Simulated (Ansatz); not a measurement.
**GW calculation of MoS2**

The run: GW calculation of MoS2 (R3m, 3 atoms in the cell). Method and program: DFT, LDA, plane waves, PAW, no spin polarisation (Ansatz 0.2.0).

The structure derives from an entry of the Crystallography Open Database. The geometry comes from this level: r2scan-rvv10. It belongs to a series of runs on one base structure; here: G0W0 settings.

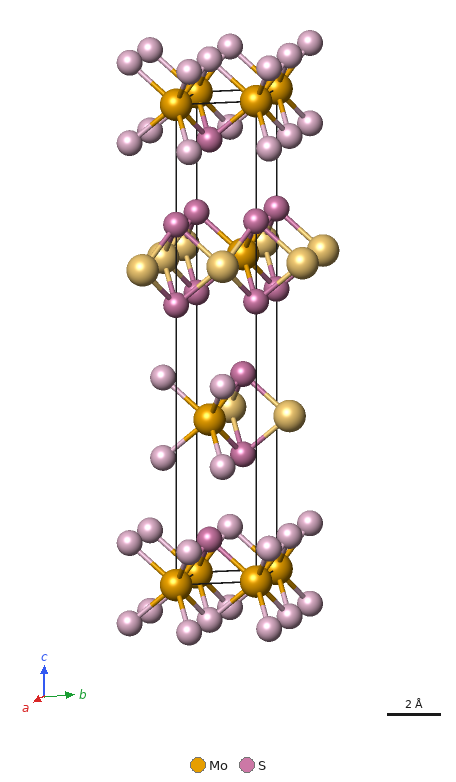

The structure as given in the input (ball-and-stick view of the cell 3 times as large as that of the calculation, set on its symmetry axes, seen slightly off an axis; neighbours outside the cell are drawn fainter).

## Key numbers

| quantity | value |
| --- | --- |
| outcome | converged |
| space group (tolerance 0.01 Å) | R3m (160) |
| electrons treated | 26 |
| free energy | −6584.9055 eV |
| Fermi energy | 10.556 eV |
| gap on the k-point mesh | 1.17 eV |
| quasiparticle gap on the mesh | 1.57 eV |
| hardware | 4 threads of Arm Neoverse N1, 98 GiB of memory available, shared host |
| wall time | 16 s (CPU time 57 s) |
| peak memory | 0.38 GiB |

## Remarks

Settings chosen away from the usual ones: G0W0 settings. The GW levels are not extrapolated in basis or mesh.

## Input file
```yaml
crystal:
  lattice:
    - [1.5875903435, 0.9165957122, 6.193928007]
    - [-1.5875903435, 0.9165957122, 6.193928007]
    - [0.0, -1.8331914244, 6.193928007]
  atoms:
    - { symbol: Mo, position: [9.65174e-05, 9.65174e-05, 9.65174e-05] }
    - { symbol: S, position: [0.2497906771, 0.2497906771, 0.2497906771] }
    - { symbol: S, position: [0.4171128055, 0.4171128055, 0.4171128055] }
kpoints:
  mp_grid: { grid: [4, 4, 4] }
hamiltonian:
  xc: lda
scf:
  occupations: { method: fixed }
gw:
  n_empty_bands: 25
  ecut_chi: 100
  qp_bands: [v1, c1]
  qp_kpoints: band_edges
  screening: { model: contour_deformation }
```

Launched with:
```bash
ansatz run input.yaml --threads 4 --pin off --max-ram 3686MiB --backend cpu --events-out ev --progress --plain --runs-dir out
```

## Output
```
Engine: ansatz 0.2.0, aarch64-unknown-linux-gnu
Pseudopotentials: kind: paw
Pseudopotential: Mo, paw, valence charge 14, recommended cutoff 420 eV (normal), Mo.paw.azcp
Pseudopotential: S, paw, valence charge 6, recommended cutoff 420 eV (normal), S.paw.azcp
Functional definition: SPW92
  exchange = slater_x
  correlation = pw_c
Crystal: 3 atoms, lattice volume = 54.080 Å³
Basis set: ecut = 420 eV, 1035 PW (Γ)
Bands: 17, of which v1, the nominal top of the filled ones, is band 13 counted from 1 (12 counted from 0)
Symmetry: 6 space group operations
Space group: R3m (ITA 160), of the structure as read, at distance tolerance 3.8e-5 Å
k-points: 13 of 64 (time reversal used)
Non-local potential: Mo, projectors of the file, l = 0: 3, l = 1: 2, l = 2: 2, l = 3: 1
Non-local potential: S, projectors of the file, l = 0: 2, l = 1: 2, l = 2: 2
PAW form: soft (Blöchl's): semilocal exchange-correlation on the pseudo side does not see the compensation charge
PAW frozen core: Mo, regenerated for the run's functional, and the local potential with it (the file was generated under x = pbe(κ = 0.804, μ = 0.2195149727645171), c = pbe(β = 0.06672455060314922))
PAW frozen core: S, regenerated for the run's functional, and the local potential with it (the file was generated under x = pbe(κ = 0.804, μ = 0.2195149727645171), c = pbe(β = 0.06672455060314922))
PAW one-centre angular grid: Mo, 590 points (default); XC on 64 Gauss nodes
PAW one-centre angular grid: S, 110 points (default); XC on 64 Gauss nodes
Initial density: superposition of atomic densities (neutral atoms: chi_scale 0, normalization atom), corrected by the library's trained network
Initial wavefunctions: pseudopotential atomic-orbital guess
Functional: x = slater, c = lda
SCF iter   1: F=—  HF=-6584.906095 eV  |F-HF|=—  |Δ(HF+E_count)|=         —  Δρ=7.85e-3  dr2=2.16e-2  ethr=1.77e-3  ⟨swp⟩=4.8  Hψ=1031  notcnv=0  defer=24
preconditioner: auto → none  [insulator: Δε(μ)=1.159 eV  Ē_g=8.081 eV  n_scr=16 (ndim 8)  ℏωp=21.4 eV  f_vac=0.017  ε∞_Penn≈8.0]
SCF iter   2: F=—  HF=-6584.913346 eV  |F-HF|=—  |Δ(HF+E_count)|=   7.25e-3  Δρ=6.83e-3  dr2=5.82e-2  ethr=8.30e-5  ⟨swp⟩=2.9  Hψ=470  notcnv=0  defer=26
SCF iter   3: F=—  HF=-6584.906797 eV  |F-HF|=—  |Δ(HF+E_count)|=   6.55e-3  Δρ=3.74e-3  dr2=1.19e-2  ethr=8.30e-5  ⟨swp⟩=2.2  Hψ=344  notcnv=0  defer=26
SCF iter   4: F=—  HF=-6584.905610 eV  |F-HF|=—  |Δ(HF+E_count)|=   1.19e-3  Δρ=1.14e-3  dr2=7.67e-4  ethr=4.57e-5  ⟨swp⟩=2.0  Hψ=247  notcnv=0  defer=26
SCF iter   5: F=—  HF=-6584.905548 eV  |F-HF|=—  |Δ(HF+E_count)|=   6.18e-5  Δρ=2.33e-4  dr2=3.26e-5  ethr=2.95e-6  ⟨swp⟩=2.6  Hψ=296  notcnv=0  defer=23
SCF iter   6: F=—  HF=-6584.905545 eV  |F-HF|=—  |Δ(HF+E_count)|=   2.78e-6  Δρ=9.75e-5  dr2=2.93e-6  ethr=1.25e-7  ⟨swp⟩=2.2  Hψ=304  notcnv=0
SCF iter   7: F=—  HF=-6584.905545 eV  |F-HF|=—  |Δ(HF+E_count)|=   1.67e-7  Δρ=3.05e-5  dr2=2.76e-7  ethr=1.13e-8  ⟨swp⟩=2.0  Hψ=305  notcnv=0
SCF iter   8: F=-6584.905545 eV  HF=-6584.905545 eV  |F-HF|=1.85e-9  |Δ(HF+E_count)|=   4.07e-8  Δρ=7.45e-6  dr2=1.53e-8  ethr=3.85e-10  ⟨swp⟩=4.1  Hψ=718  notcnv=0
SCF 1 converged in 8 iterations: F = -6584.905545 eV  dr2 = 1.53e-8
  greatest PAW one-centre occupation: 0.999 electrons in one spin orbital (limit 2), on the Mo atom at site 0 (counted from 0), in its partial waves of l = 0
NSCF: frozen V_eff on 13 k-points
G₀W₀ screening: q 1/13
G₀W₀ screening: q 2/13 (q-point 5)
G₀W₀ screening: q 3/13 (q-point 2)
G₀W₀ screening: q 4/13
G₀W₀ screening: q 5/13 (q-point 6)
G₀W₀ screening: q 6/13 (q-point 9)
G₀W₀ screening: q 7/13 (q-point 10)
G₀W₀ screening: q 8/13 (q-point 11)
G₀W₀ screening: q 9/13 (q-point 12)
G₀W₀ screening: q 10/13 (q-point 3)
G₀W₀ screening: q 11/13 (q-point 7)
G₀W₀ screening: q 12/13 (q-point 8)
G₀W₀ screening: q 13/13
G₀W₀ self-energy: k 1/11
G₀W₀ self-energy: k 2/11
G₀W₀ self-energy: k 3/11
G₀W₀ self-energy: k 4/11
G₀W₀ self-energy: k 5/11
G₀W₀ self-energy: k 6/11
G₀W₀ self-energy: k 7/11
G₀W₀ self-energy: k 8/11
G₀W₀ self-energy: k 9/11
G₀W₀ self-energy: k 10/11
G₀W₀ self-energy: k 11/11
NSCF: frozen V_eff on 1 k-points
NSCF: frozen V_eff on 1 k-points
NSCF: frozen V_eff on 1 k-points
SCF converged after 8 iterations
Free energy (F): -6584.905545 eV
Harris-Foulkes:  -6584.905545 eV  (|F-HF|=1.85e-9)
Internal energy: -6584.905545 eV  (E = F + TS)
E sigma→0 (E₀):  -6584.905545 eV
Fermi energy:    10.556330 eV
--- Per-component energies (eV) ---
  E_band       = -165.400132
  E_kinetic    = 656.437049
  E_local      = -2006.867775  (includes V_loc(G=0)·N_el)
  E_nonlocal   = 206.196708
  E_hartree    = 770.936821
  E_xc         = -375.669658
  E_vxc        = -405.084717  (∫ρ·V_xc dr)
  E_paw        = -4226.670124  (= ΣΔE_a)
  E_vpaw       = -157.951710  (= ΣTr[D̂ρ^β])
  E_aug_tail   = 0.000028  (compensation charges beyond the density's cutoff)
  E_ewald      = -1610.047804
  E_core_change = 0.779211  (= ΣΔE_core)
  E_smearing   = -0.000000  (= −TS)
  E_closure    = -0.000000  (closes the sum)
  Σ components = -6584.905545   (vs F -6584.905545, Δ=0.00e0)
--- Band table (eV; the first three rows and the last of 13) ---
  k-point 0: bands = ["-50.8548", "-25.0629", "-24.8443", "-24.8443", "-4.3922", "-2.7162", "3.6493", "7.1904", "7.1904", "8.2972", "8.2972", "9.3210", "9.3736", "12.5585", "12.5585", "12.9481", "12.9481"]
  k-point 1: bands = ["-50.8352", "-25.0409", "-25.0238", "-24.8893", "-3.5268", "-2.4450", "4.4168", "5.9145", "6.4612", "7.2939", "8.0544", "8.9234", "9.0549", "11.7261", "12.2953", "13.0712", "13.5358"]
  k-point 2: bands = ["-50.8155", "-25.2315", "-24.9844", "-24.9339", "-2.3978", "-2.1191", "3.9067", "5.0464", "5.6012", "6.5999", "8.2442", "8.9518", "9.0982", "12.1114", "12.5180", "13.9212", "13.9725"]
  k-point 12: bands = ["-50.8548", "-25.0630", "-24.8443", "-24.8443", "-4.1461", "-3.1306", "4.6455", "7.0486", "7.1763", "7.1763", "8.3244", "8.3244", "10.5563", "12.6491", "12.6491", "12.8215", "12.8215"]
--- G₀W₀: contour deformation, 6 samples at zero and on the imaginary axis and 1 off it, 64 q-points, 25 empty bands' worth ---
  eigenvalues of the whole cell's RPA ε∞ on this k-mesh (on a slab, of 1 + 4πα/V) = 6.0992, 12.6065, 12.6065; static W/v taken at q = 0 is 0.050558
  gw.qp_kpoints: band_edges: 11 of 13 stored k-points solved, in 1 pass; an edge of the gap read off the rows below is read off those points alone
    valence top: of the k-points left out ik 0 came nearest to being solved in a further pass, in band 13 (counted from 1, as in the quasiparticle table): it holds the edge there only if its correction is more favourable than any solved in that band by at least 1.172 eV; those differ by 0.285 eV
    conduction bottom: of the k-points left out ik 11 came nearest to being solved in a further pass, in band 14 (counted from 1, as in the quasiparticle table): it holds the edge there only if its correction is more favourable than any solved in that band by at least 0.502 eV; those differ by 0.348 eV
    ik  band        ε_KS         Σx   Σc(E_QP)       V_xc       Z   E_QP_lin       E_QP  E_QP is
     1    13      9.0549   -19.1618     2.1597   -17.8052  0.7380     9.8495     9.8580  root
     1    14     11.7261   -13.5494    -3.3171   -18.2331  0.7499    13.1316    13.0926  root
     2    13      9.0982   -18.0359     2.0617   -16.6858  0.7469     9.8024     9.8098  root
     2    14     12.1114   -16.3801    -3.9668   -22.0544  0.7281    13.9092    13.8190  root
     3    13      9.1924   -19.3406     2.0646   -18.1190  0.7378    10.0256    10.0355  root
     3    14     11.8636   -13.7413    -3.3901   -18.5197  0.7480    13.2941    13.2518  root
     4    13      9.3003   -19.5045     1.7607   -18.7219  0.7404    10.2674    10.2784  root
     4    14     11.9690   -14.9046    -3.3592   -19.7458  0.7405    13.5060    13.4510  root
     5    13      9.3235   -19.5076     1.7576   -18.7194  0.7413    10.2825    10.2929  root
     5    14     11.7274   -14.4162    -3.2154   -19.0755  0.7461    13.2166    13.1713  root
     6    13      9.2699   -18.1772     2.0803   -16.7902  0.7495     9.9566     9.9632  root
     6    14     12.0672   -16.4052    -3.9399   -22.0600  0.7289    13.8711    13.7820  root
     7    13     10.2732   -19.4210     1.6047   -18.7044  0.7451    11.1548    11.1613  root
     7    14     12.5967   -13.6289    -3.5543   -18.6024  0.7463    14.0653    14.0159  root
     8    13      9.1406   -19.1885     2.0132   -18.0362  0.7377     9.9915    10.0014  root
     8    14     12.1970   -14.0707    -3.5547   -19.0494  0.7429    13.6743    13.6210  root
     9    13      9.1994   -18.1730     2.0797   -16.7970  0.7481     9.8963     9.9032  root
     9    14     12.0872   -16.3898    -3.9518   -22.0531  0.7286    13.8882    13.7987  root
    10    13      9.1884   -19.3212     1.9761   -18.2345  0.7368    10.0669    10.0779  root
    10    14     12.1222   -14.4468    -3.4041   -19.2776  0.7398    13.5986    13.5490  root
    12    13     10.5563   -19.7892     1.3881   -19.3684  0.7436    11.5178    11.5236  root
    12    14     12.6491   -13.6275    -3.5855   -18.6323  0.7456    14.1192    14.0683  root
```

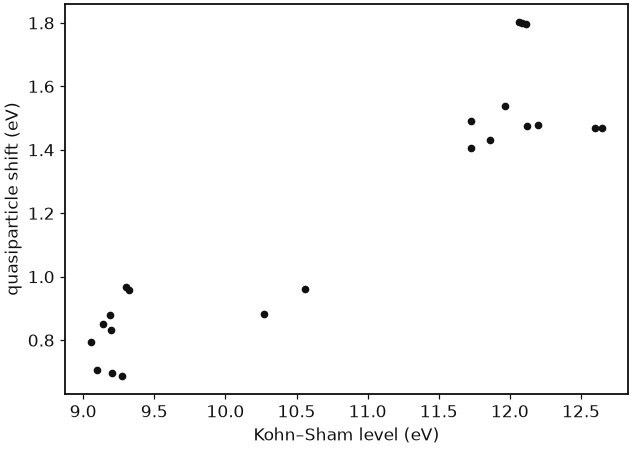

Quasiparticle corrections (linearised) against the Kohn–Sham levels, for the bands and k-points computed. On this mesh the gap goes from 1.17 to 1.57 eV.
